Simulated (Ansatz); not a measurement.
Geometry relaxation, with input and output: Sr4Ti4O11 (charge +2) (part 1 of 2)

The run: geometry relaxation of Sr4Ti4O11 (defect cell, 19 atoms in the cell, total charge +2). Method and program: DFT PBE, scalar-relativistic, plane waves, PAW, no spin polarisation (Ansatz 0.2.0).

The structure derives from a Materials Project entry. It belongs to a series of runs on one base structure; here: O on a O site beside a O vacancy, charge +2, atoms relaxed. Figures and captions count atoms from 1; the log counts them from 0 in places.

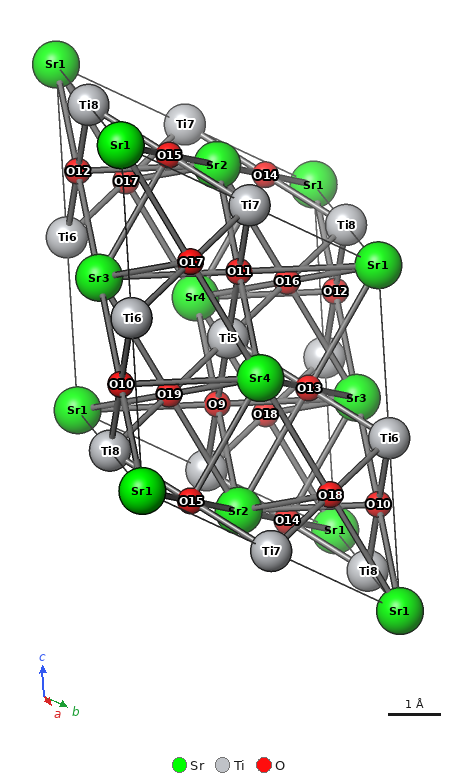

*The input geometry (ball-and-stick view of the cell of the calculation, seen slightly off an axis; atoms are numbered from 1 in the order of the input).*

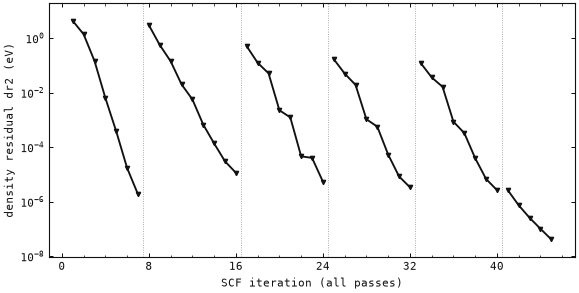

*Convergence of the self-consistent field: density residual dr2 against the SCF iteration. The dotted lines part the SCF passes of the relaxation: geometry steps, rejected trials and re-solves on a re-selected basis.*

The 6 passes take 5 to 9 iterations each, 45 in all.

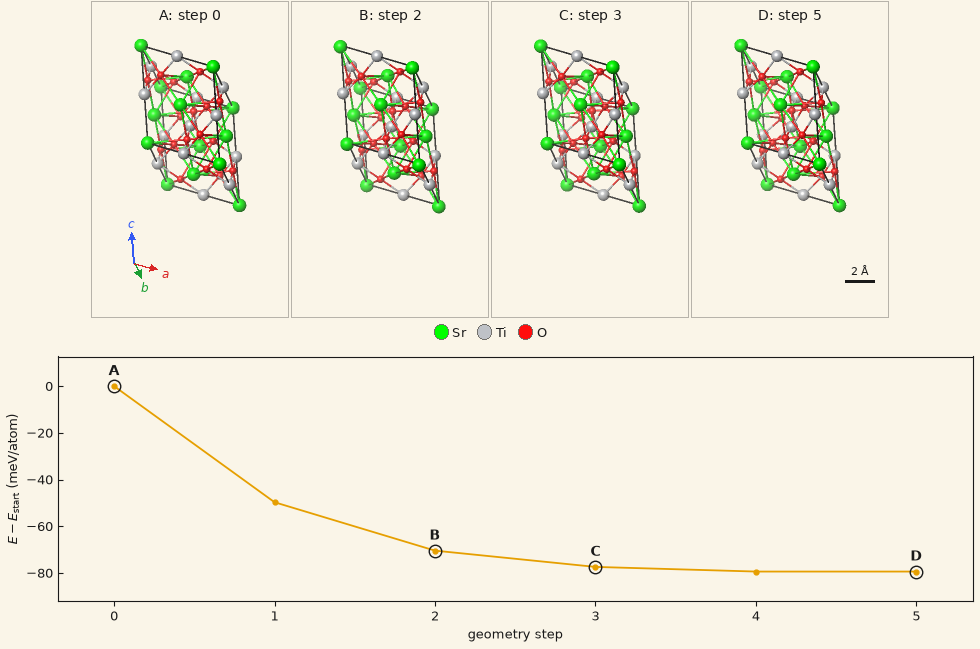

*Frames of the relaxation (ball-and-stick view of the cell of the calculation, seen at an oblique angle) above the curves, on which the letters mark them (the first geometry is step 0 here and step 1 in the log).*

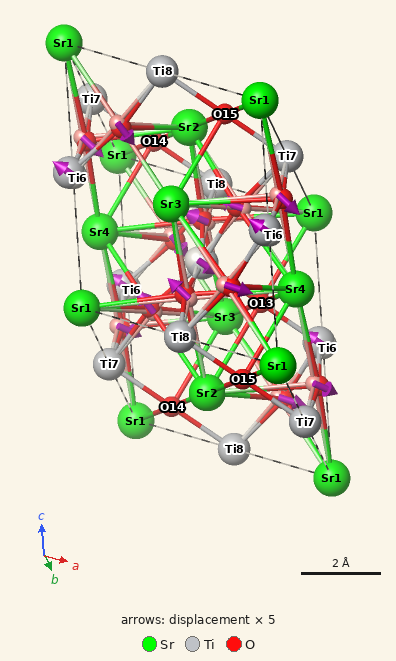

*Start (faint) and end (solid) with the displacements as pink arrows, magnified 5 times (ball-and-stick view of the cell of the calculation, seen at an oblique angle).*

The largest moves, 0.15 Å, are those of 8 atoms (O9, O10, O11, O12 and others). Largest moves by element: O 0.15 Å, Ti 0.13 Å, Sr 0.01 Å. The cell doesn't change. Distances before and after: Ti5–O13 1.968 → 1.837 Å, Sr1–O11 2.783 → 2.884 Å, Sr1–O10 2.783 → 2.688 Å, Ti7–O11 1.968 → 2.024 Å. Among the angles that change: O10–Ti6–O12 180.0° → 163.7°, Ti6–O12–Ti8 180.0° → 167.8°, O10–Ti8–O12 180.0° → 171.8°. The energy falls by 79.4 meV per atom in 5 geometry steps. Largest force component: 4.7 eV/Å at the start, 0.0062 eV/Å at the end. (Atoms are counted from 1 in the order of the input.)

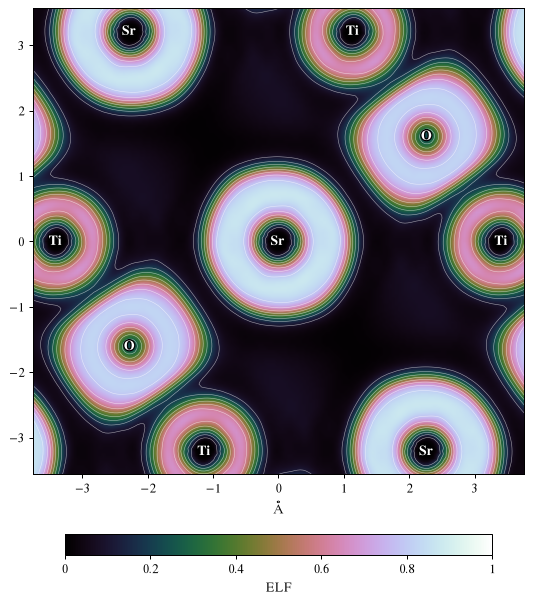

*ELF on the (11̄0) plane of the calculation cell.*

The section cuts through Sr, Ti and O sites. Sr–O (2.78 Å): the ELF is about 0.05 at the midpoint, which marks ionic bonding with no shared pair. The strong features right at Sr and Ti lie inside the PAW spheres (semicore, d or f shells) and say nothing about bonding. In a PAW calculation such maps are meaningful between the atoms, not at the nuclei.

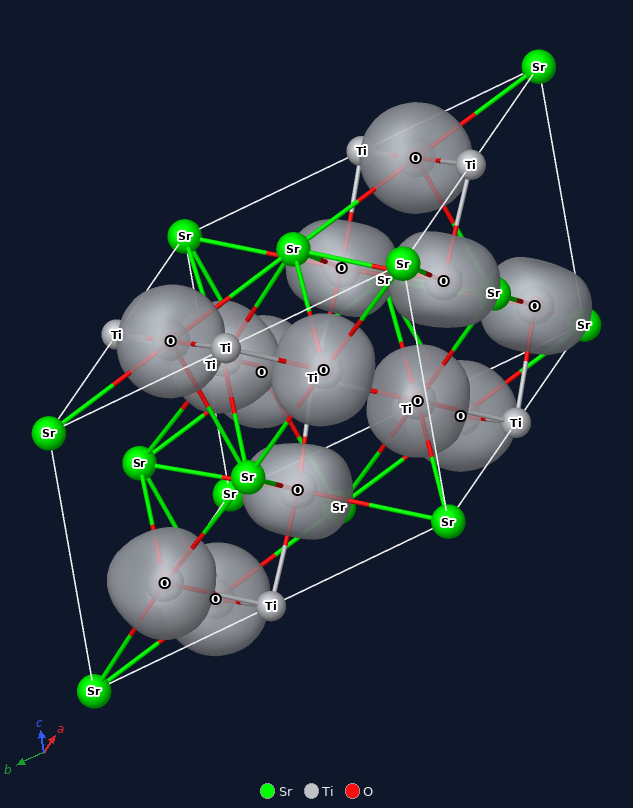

*Isosurface of the ELF at 0.65 (grey), seen at an oblique angle. Core shells and regions of very low density are left out. Sticks mark near contacts. The outline is the calculation cell.*

Profiles from the grid: Ti–O (1.84 Å): the ELF is about 0.25 at the midpoint.

The input and output of the run follow.

### The input
```yaml
crystal:
  lattice:
    - [-3.9364226094, 3.9364226094, 3.9364226094]
    - [3.9364226094, -3.9364226094, 3.9364226094]
    - [3.9364226094, 3.9364226094, -3.9364226094]
  atoms:
    - { symbol: Sr, position: [0.0, 0.0, 0.0] }
    - { symbol: Sr, position: [0.5, 0.5, 0.0] }
    - { symbol: Sr, position: [0.5, 0.0, 0.5] }
    - { symbol: Sr, position: [0.0, 0.5, 0.5] }
    - { symbol: Ti, position: [0.5, 0.5, 0.5] }
    - { symbol: Ti, position: [0.0, 0.0, 0.5] }
    - { symbol: Ti, position: [0.0, 0.5, 0.0] }
    - { symbol: Ti, position: [0.5, 0.0, 0.0] }
    - { symbol: O, position: [0.25, 0.5, 0.25] }
    - { symbol: O, position: [0.75, 0.0, 0.25] }
    - { symbol: O, position: [0.75, 0.5, 0.75] }
    - { symbol: O, position: [0.25, 0.0, 0.75] }
    - { symbol: O, position: [0.75, 0.75, 0.5] }
    - { symbol: O, position: [0.25, 0.75, 0.0] }
    - { symbol: O, position: [0.75, 0.25, 0.0] }
    - { symbol: O, position: [0.5, 0.75, 0.75] }
    - { symbol: O, position: [0.0, 0.25, 0.75] }
    - { symbol: O, position: [0.0, 0.75, 0.25] }
    - { symbol: O, position: [0.5, 0.25, 0.25] }
total_charge: 2
basis:
  ecutwfc: 420
  xc_grid: 2
kpoints:
  mp_grid: { grid: [3, 3, 3], shift: [0.0, 0.0, 0.0] }
hamiltonian:
  xc: pbe
scf:
  occupations: { method: gaussian, width: 0.02 }
output:
  forces: true
  stress: false
  eigenvalues: true
  write_density: true
  write_potential: true
  elf: true
  volumetric_format: npy
relax:
  adjacent_minimum: "off"
  f_tol: 0.02
  max_steps: 60
```

Launch command:
```bash
ansatz run input.yaml --threads 8 --pin off --max-ram 20480MiB --backend cpu --events-out ev --progress --plain --runs-dir out
```

### The program's output
```
Engine: ansatz 0.2.0, x86_64-unknown-linux-gnu
Pseudopotentials: kind: paw
Pseudopotential: Sr, paw, valence charge 10, recommended cutoff 420 eV (normal), Sr.paw.azcp
Pseudopotential: Ti, paw, valence charge 12, recommended cutoff 420 eV (normal), Ti.paw.azcp
Pseudopotential: O, paw, valence charge 6, recommended cutoff 420 eV (normal), O.paw.azcp
Functional definition: PBE
  parameter kappa = 0.804
  parameter beta = 0.06672455060314922
  exchange = pbe_x(kappa = kappa, mu = beta*pi^2/3)
  correlation = pbe_c(beta = beta)
Crystal: 19 atoms, lattice volume = 243.986 Å³
Basis set: ecut = 420 eV, 4753 PW (Γ), exchange–correlation on 96×96×96 points (8 copies of the dense FFT grid, shifted against one another)
Bands: 95, of which v1, the nominal top of the filled ones, is band 76 counted from 1 (75 counted from 0)
Symmetry: 16 space group operations
Space group: I4/mmm (ITA 139), of the structure as read, at distance tolerance 6.2e-5 Å
k-points: 6 of 27
Non-local potential: Sr, projectors of the file, l = 0: 3, l = 1: 2, l = 2: 2
Non-local potential: Ti, projectors of the file, l = 0: 3, l = 1: 2, l = 2: 3, l = 3: 1
Non-local potential: O, projectors of the file, l = 0: 2, l = 1: 2, l = 2: 1
PAW form: soft (Blöchl's): semilocal exchange-correlation on the pseudo side does not see the compensation charge
PAW one-centre angular grid: Sr, 110 points (default); XC on 64 Gauss nodes
PAW one-centre angular grid: Ti, 590 points (default); XC on 64 Gauss nodes
PAW one-centre angular grid: O, 110 points (default); XC on 64 Gauss nodes
Initial density: superposition of atomic densities (neutral atoms scaled as one to the charged cell's electrons: chi_scale 0, normalization atom), corrected by the library's trained network
Initial wavefunctions: pseudopotential atomic-orbital guess
Functional: x = pbe(κ = 0.804, μ = 0.2195149727645171), c = pbe(β = 0.06672455060314922)
SCF iter   1: F=—  HF=-30470.591678 eV  |F-HF|=—  |Δ(HF+E_count)|=         —  Δρ=3.04e-2  dr2=4.32e0  ethr=1.77e-3  ⟨swp⟩=7.2  Hψ=2525  notcnv=0
preconditioner: auto → Resta (q_TF=auto, 2.521 Å⁻¹)  ε∞=6.0  [insulator: Δε(μ)=1.610 eV  Ē_g=11.291 eV  σ=0.020 eV  W_gap=1.00  n_scr=54 (ndim 8)  ℏωp=25.2 eV  f_vac=0.000  D(μ)=0.00/eV (n_scr^D=0)  ε∞_Penn≈6.0]
SCF iter   2: F=—  HF=-30469.667992 eV  |F-HF|=—  |Δ(HF+E_count)|=   9.24e-1  Δρ=1.37e-2  dr2=1.39e0  ethr=1.77e-3  ⟨swp⟩=2.8  Hψ=839  notcnv=0  defer=86
SCF iter   3: F=—  HF=-30469.307302 eV  |F-HF|=—  |Δ(HF+E_count)|=   3.61e-1  Δρ=4.83e-3  dr2=1.46e-1  ethr=9.16e-4  ⟨swp⟩=3.0  Hψ=730  notcnv=0  defer=86
SCF iter   4: F=—  HF=-30469.280672 eV  |F-HF|=—  |Δ(HF+E_count)|=   2.66e-2  Δρ=1.40e-3  dr2=6.39e-3  ethr=9.61e-5  ⟨swp⟩=3.5  Hψ=1041  notcnv=0  defer=84
SCF iter   5: F=—  HF=-30469.282395 eV  |F-HF|=—  |Δ(HF+E_count)|=   1.72e-3  Δρ=3.41e-4  dr2=3.78e-4  ethr=4.20e-6  ⟨swp⟩=2.7  Hψ=887  notcnv=0  defer=82
SCF iter   6: F=—  HF=-30469.282585 eV  |F-HF|=—  |Δ(HF+E_count)|=   1.90e-4  Δρ=9.75e-5  dr2=1.72e-5  ethr=2.48e-7  ⟨swp⟩=2.0  Hψ=951  notcnv=0  defer=82
SCF iter   7: F=-30469.282597 eV  HF=-30469.282597 eV  |F-HF|=6.32e-7  |Δ(HF+E_count)|=   1.23e-5  Δρ=2.66e-5  dr2=1.86e-6  ethr=6.58e-9  ⟨swp⟩=20.2  Hψ=6320  notcnv=0
SCF 1 converged in 7 iterations: F = -30469.282597 eV  dr2 = 1.86e-6
  greatest PAW one-centre occupation: 0.999 electrons in one spin orbital (limit 2), on the Ti atom at site 7 (counted from 0), in its partial waves of l = 0
relax step   1: F+E_penalty+E_count = -30469.28259675 eV  Δ(F+E_penalty+E_count) = +0.000e0 eV  max|allowed force component| = 4.732e0 eV/Å  Δτ_max = 0.0000 Å  (7 SCF iters, dr2 threshold 1.00e-5 eV, accepted)
Initial density: handed on by an earlier stage of this run
Initial wavefunctions: those handed on with the density
iter 1 solved again at ethr=1.94e-3 eV; its pass at ethr=3.10e-3 eV (dr2=2.95e0 eV) is discarded
SCF iter   1: F=—  HF=-30471.050678 eV  |F-HF|=—  |Δ(HF+E_count)|=         —  Δρ=2.60e-2  dr2=2.99e0  ethr=1.94e-3  ⟨swp⟩=1.2  Hψ=2582  notcnv=0  defer=21
preconditioner: auto → Resta (q_TF=auto, 2.521 Å⁻¹)  ε∞=5.6  [insulator: Δε(μ)=1.614 eV  Ē_g=11.716 eV  σ=0.020 eV  W_gap=1.00  n_scr=54 (ndim 8)  ℏωp=25.2 eV  f_vac=0.029  D(μ)=0.00/eV (n_scr^D=0)  ε∞_Penn≈5.6]
SCF iter   2: F=—  HF=-30470.408726 eV  |F-HF|=—  |Δ(HF+E_count)|=   6.42e-1  Δρ=1.15e-2  dr2=5.62e-1  ethr=1.94e-3  ⟨swp⟩=3.0  Hψ=862  notcnv=0  defer=21
SCF iter   3: F=—  HF=-30470.260240 eV  |F-HF|=—  |Δ(HF+E_count)|=   1.48e-1  Δρ=5.56e-3  dr2=1.42e-1  ethr=3.70e-4  ⟨swp⟩=2.8  Hψ=1027  notcnv=0  defer=88
SCF iter   4: F=—  HF=-30470.229758 eV  |F-HF|=—  |Δ(HF+E_count)|=   3.05e-2  Δρ=2.73e-3  dr2=2.03e-2  ethr=9.36e-5  ⟨swp⟩=3.0  Hψ=788  notcnv=0  defer=88
SCF iter   5: F=—  HF=-30470.227176 eV  |F-HF|=—  |Δ(HF+E_count)|=   2.58e-3  Δρ=1.54e-3  dr2=5.66e-3  ethr=1.34e-5  ⟨swp⟩=2.0  Hψ=869  notcnv=0  defer=88
SCF iter   6: F=—  HF=-30470.226764 eV  |F-HF|=—  |Δ(HF+E_count)|=   4.12e-4  Δρ=4.90e-4  dr2=6.72e-4  ethr=3.72e-6  ⟨swp⟩=2.0  Hψ=752  notcnv=0  defer=88
SCF iter   7: F=—  HF=-30470.226874 eV  |F-HF|=—  |Δ(HF+E_count)|=   1.10e-4  Δρ=2.30e-4  dr2=1.37e-4  ethr=4.42e-7  ⟨swp⟩=2.0  Hψ=760  notcnv=0  defer=88
SCF iter   8: F=—  HF=-30470.226951 eV  |F-HF|=—  |Δ(HF+E_count)|=   7.71e-5  Δρ=1.04e-4  dr2=3.03e-5  ethr=6.58e-8  ⟨swp⟩=18.2  Hψ=5772  notcnv=0
SCF iter   9: F=-30470.226963 eV  HF=-30470.226964 eV  |F-HF|=1.54e-6  |Δ(HF+E_count)|=   1.30e-5  Δρ=5.71e-5  dr2=1.15e-5  ethr=1.99e-8  ⟨swp⟩=13.8  Hψ=5504  notcnv=0
SCF 2 converged in 9 iterations: F = -30470.226963 eV  dr2 = 1.15e-5
relax step   2: F+E_penalty+E_count = -30470.22696280 eV  Δ(F+E_penalty+E_count) = -9.444e-1 eV  max|allowed force component| = 9.265e-1 eV/Å  Δτ_max = 0.1930 Å  (9 SCF iters, dr2 threshold 1.00e-4 eV, accepted)
iter 1 solved again at ethr=3.21e-4 eV; its pass at ethr=3.10e-3 eV (dr2=4.87e-1 eV) is discarded
SCF iter   1: F=—  HF=-30470.770237 eV  |F-HF|=—  |Δ(HF+E_count)|=         —  Δρ=9.08e-3  dr2=5.01e-1  ethr=3.21e-4  ⟨swp⟩=1.0  Hψ=1764  notcnv=0  defer=90
preconditioner: auto → Resta (q_TF=auto, 2.521 Å⁻¹)  ε∞=5.6  [insulator: Δε(μ)=1.822 eV  Ē_g=11.669 eV  σ=0.020 eV  W_gap=1.00  n_scr=54 (ndim 8)  ℏωp=25.2 eV  f_vac=0.022  D(μ)=0.00/eV (n_scr^D=0)  ε∞_Penn≈5.6]
SCF iter   2: F=—  HF=-30470.664289 eV  |F-HF|=—  |Δ(HF+E_count)|=   1.06e-1  Δρ=5.04e-3  dr2=1.25e-1  ethr=3.21e-4  ⟨swp⟩=2.7  Hψ=797  notcnv=0  defer=90
SCF iter   3: F=—  HF=-30470.632265 eV  |F-HF|=—  |Δ(HF+E_count)|=   3.20e-2  Δρ=3.61e-3  dr2=5.14e-2  ethr=8.20e-5  ⟨swp⟩=3.0  Hψ=1028  notcnv=0  defer=90
SCF iter   4: F=—  HF=-30470.620948 eV  |F-HF|=—  |Δ(HF+E_count)|=   1.13e-2  Δρ=9.98e-4  dr2=2.27e-3  ethr=3.38e-5  ⟨swp⟩=3.0  Hψ=858  notcnv=0  defer=90
SCF iter   5: F=—  HF=-30470.620941 eV  |F-HF|=—  |Δ(HF+E_count)|=   6.95e-6  Δρ=7.33e-4  dr2=1.24e-3  ethr=1.50e-6  ⟨swp⟩=2.0  Hψ=886  notcnv=0  defer=90
SCF iter   6: F=—  HF=-30470.620799 eV  |F-HF|=—  |Δ(HF+E_count)|=   1.41e-4  Δρ=1.48e-4  dr2=4.63e-5  ethr=8.16e-7  ⟨swp⟩=2.0  Hψ=805  notcnv=0  defer=90
SCF iter   7: F=—  HF=-30470.620840 eV  |F-HF|=—  |Δ(HF+E_count)|=   4.02e-5  Δρ=1.29e-4  dr2=4.06e-5  ethr=3.05e-8  ⟨swp⟩=19.8  Hψ=6083  notcnv=0
SCF iter   8: F=-30470.620837 eV  HF=-30470.620838 eV  |F-HF|=1.51e-6  |Δ(HF+E_count)|=   1.25e-6  Δρ=4.66e-5  dr2=5.45e-6  ethr=2.67e-8  ⟨swp⟩=13.3  Hψ=5420  notcnv=0
SCF 3 converged in 8 iterations: F = -30470.620837 eV  dr2 = 5.45e-6
relax step   3: F+E_penalty+E_count = -30470.62083690 eV  Δ(F+E_penalty+E_count) = -3.939e-1 eV  max|allowed force component| = 3.659e-1 eV/Å  Δτ_max = 0.0934 Å  (8 SCF iters, dr2 threshold 5.37e-5 eV, accepted)
SCF iter   1: F=—  HF=-30470.803198 eV  |F-HF|=—  |Δ(HF+E_count)|=         —  Δρ=4.95e-3  dr2=1.69e-1  ethr=1.46e-3  ⟨swp⟩=4.0  Hψ=1009  notcnv=0  defer=90
preconditioner: auto → Resta (q_TF=auto, 2.521 Å⁻¹)  ε∞=5.6  [insulator: Δε(μ)=1.812 eV  Ē_g=11.674 eV  σ=0.020 eV  W_gap=1.00  n_scr=54 (ndim 8)  ℏωp=25.2 eV  f_vac=0.019  D(μ)=0.00/eV (n_scr^D=0)  ε∞_Penn≈5.6]
SCF iter   2: F=—  HF=-30470.770604 eV  |F-HF|=—  |Δ(HF+E_count)|=   3.26e-2  Δρ=2.82e-3  dr2=5.04e-2  ethr=1.11e-4  ⟨swp⟩=2.8  Hψ=778  notcnv=0  defer=90
SCF iter   3: F=—  HF=-30470.757271 eV  |F-HF|=—  |Δ(HF+E_count)|=   1.33e-2  Δρ=2.62e-3  dr2=1.93e-2  ethr=3.31e-5  ⟨swp⟩=3.0  Hψ=846  notcnv=0  defer=90
SCF iter   4: F=—  HF=-30470.753499 eV  |F-HF|=—  |Δ(HF+E_count)|=   3.77e-3  Δρ=7.08e-4  dr2=1.06e-3  ethr=1.27e-5  ⟨swp⟩=2.3  Hψ=842  notcnv=0  defer=90
SCF iter   5: F=—  HF=-30470.753266 eV  |F-HF|=—  |Δ(HF+E_count)|=   2.33e-4  Δρ=4.74e-4  dr2=5.68e-4  ethr=6.96e-7  ⟨swp⟩=2.3  Hψ=1109  notcnv=0  defer=87
SCF iter   6: F=—  HF=-30470.753222 eV  |F-HF|=—  |Δ(HF+E_count)|=   4.34e-5  Δρ=1.34e-4  dr2=5.36e-5  ethr=3.74e-7  ⟨swp⟩=2.0  Hψ=813  notcnv=0  defer=87
SCF iter   7: F=—  HF=-30470.753222 eV  |F-HF|=—  |Δ(HF+E_count)|=   6.48e-7  Δρ=6.33e-5  dr2=8.48e-6  ethr=3.52e-8  ⟨swp⟩=2.0  Hψ=774  notcnv=0  defer=87
SCF iter   8: F=-30470.753229 eV  HF=-30470.753230 eV  |F-HF|=1.08e-6  |Δ(HF+E_count)|=   8.11e-6  Δρ=3.52e-5  dr2=3.40e-6  ethr=5.51e-9  ⟨swp⟩=19.2  Hψ=5318  notcnv=0
SCF 4 converged in 8 iterations: F = -30470.753229 eV  dr2 = 3.40e-6
  Residual-converged pass: ⟨swp⟩=1.0  Hψ=594  notcnv=0  max |occ|·‖R‖ = 6.8e-9 eV (tolerance 1.0e-8 eV)  dr2=3.40e-6  dr2_onsite=2.29e-7  max |Δocc| = 0.0e0
relax step   4: F+E_penalty+E_count = -30470.75322856 eV  Δ(F+E_penalty+E_count) = -1.324e-1 eV  max|allowed force component| = 1.685e-1 eV/Å  Δτ_max = 0.0509 Å  (8 SCF iters, dr2 threshold 8.37e-6 eV, accepted)
SCF iter   1: F=—  HF=-30470.826717 eV  |F-HF|=—  |Δ(HF+E_count)|=         —  Δρ=4.25e-3  dr2=1.21e-1  ethr=8.80e-4  ⟨swp⟩=4.0  Hψ=1003  notcnv=0  defer=90
preconditioner: auto → Resta (q_TF=auto, 2.521 Å⁻¹)  ε∞=5.7  [insulator: Δε(μ)=1.841 eV  Ē_g=11.660 eV  σ=0.020 eV  W_gap=1.00  n_scr=54 (ndim 8)  ℏωp=25.2 eV  f_vac=0.017  D(μ)=0.00/eV (n_scr^D=0)  ε∞_Penn≈5.7]
SCF iter   2: F=—  HF=-30470.803547 eV  |F-HF|=—  |Δ(HF+E_count)|=   2.32e-2  Δρ=2.42e-3  dr2=3.64e-2  ethr=7.94e-5  ⟨swp⟩=2.8  Hψ=755  notcnv=0  defer=90
SCF iter   3: F=—  HF=-30470.794536 eV  |F-HF|=—  |Δ(HF+E_count)|=   9.01e-3  Δρ=2.41e-3  dr2=1.64e-2  ethr=2.39e-5  ⟨swp⟩=2.8  Hψ=845  notcnv=0  defer=90
SCF iter   4: F=—  HF=-30470.791390 eV  |F-HF|=—  |Δ(HF+E_count)|=   3.15e-3  Δρ=6.30e-4  dr2=8.64e-4  ethr=1.08e-5  ⟨swp⟩=2.0  Hψ=840  notcnv=0  defer=90
SCF iter   5: F=—  HF=-30470.791088 eV  |F-HF|=—  |Δ(HF+E_count)|=   3.02e-4  Δρ=3.79e-4  dr2=3.30e-4  ethr=5.69e-7  ⟨swp⟩=2.5  Hψ=920  notcnv=0  defer=87
SCF iter   6: F=—  HF=-30470.791076 eV  |F-HF|=—  |Δ(HF+E_count)|=   1.15e-5  Δρ=9.96e-5  dr2=3.95e-5  ethr=2.17e-7  ⟨swp⟩=2.0  Hψ=813  notcnv=0  defer=87
SCF iter   7: F=—  HF=-30470.791078 eV  |F-HF|=—  |Δ(HF+E_count)|=   2.05e-6  Δρ=5.13e-5  dr2=6.85e-6  ethr=2.60e-8  ⟨swp⟩=2.0  Hψ=675  notcnv=0  defer=87
SCF iter   8: F=-30470.791082 eV  HF=-30470.791083 eV  |F-HF|=8.44e-7  |Δ(HF+E_count)|=   4.70e-6  Δρ=3.16e-5  dr2=2.67e-6  ethr=2.91e-9  ⟨swp⟩=19.0  Hψ=5246  notcnv=0
SCF 5 converged in 8 iterations: F = -30470.791082 eV  dr2 = 2.67e-6
  Residual-converged pass: ⟨swp⟩=1.0  Hψ=594  notcnv=0  max |occ|·‖R‖ = 7.0e-9 eV (tolerance 1.0e-8 eV)  dr2=2.67e-6  dr2_onsite=1.89e-7  max |Δocc| = 0.0e0
```
